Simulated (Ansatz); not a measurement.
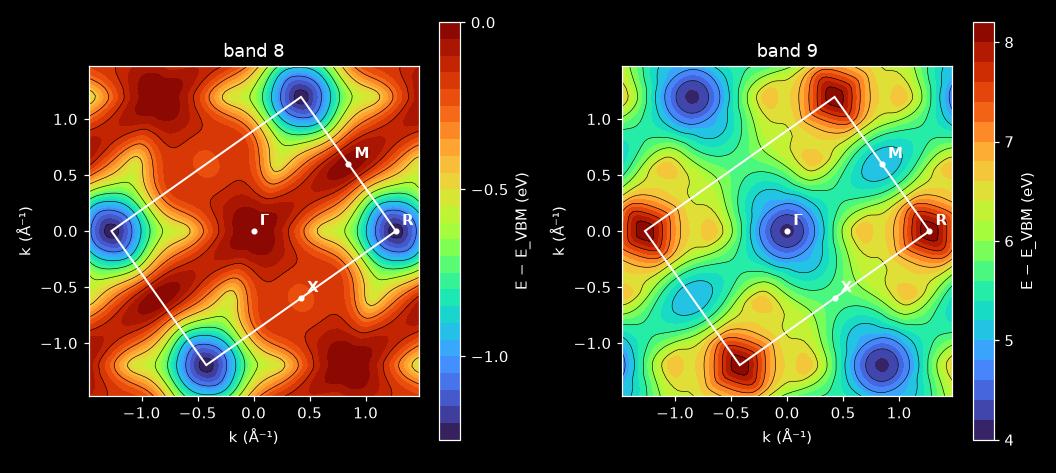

Two bands of CsBr in space group Pm-3m over the plane through Γ, R and M: the highest mostly filled and the lowest mostly empty one.

All numbers here come from DFT LDA, scalar-relativistic, plane waves, PAW; levels and slopes on a dense k mesh at the converged density in Ansatz. No spin polarisation. k mesh for the levels: 28×28×28. Cell and positions as given, without relaxation.

> Give both levels and their distance at the named points.

```tsv
point	lower band (eV)	upper band (eV)	distance (eV)
Γ	0.00	4.13	4.13
R	−1.22	8.20	9.42
M	−0.01	5.00	5.01
X	−0.22	5.72	5.94
```

> Where are the band edges of the whole zone?

The valence band has one maximum at Γ, three bands meeting there, with masses of 0.41 and 3.99 mₑ among them, each the same along x, y and z; the conduction band has one minimum at Γ, mass 0.29 mₑ in all directions. The gap is direct, 4.13 eV at this level of theory (semilocal functionals give gaps that are too small, and can reorder valleys that lie close). Another valley lies within 0.05 eV of an edge, so the kind of gap can change with the cell or the functional.

Spin-orbit coupling, left out here, can change the gap, its kind, the place of the band edges and the masses, since the compound holds Cs and Br.
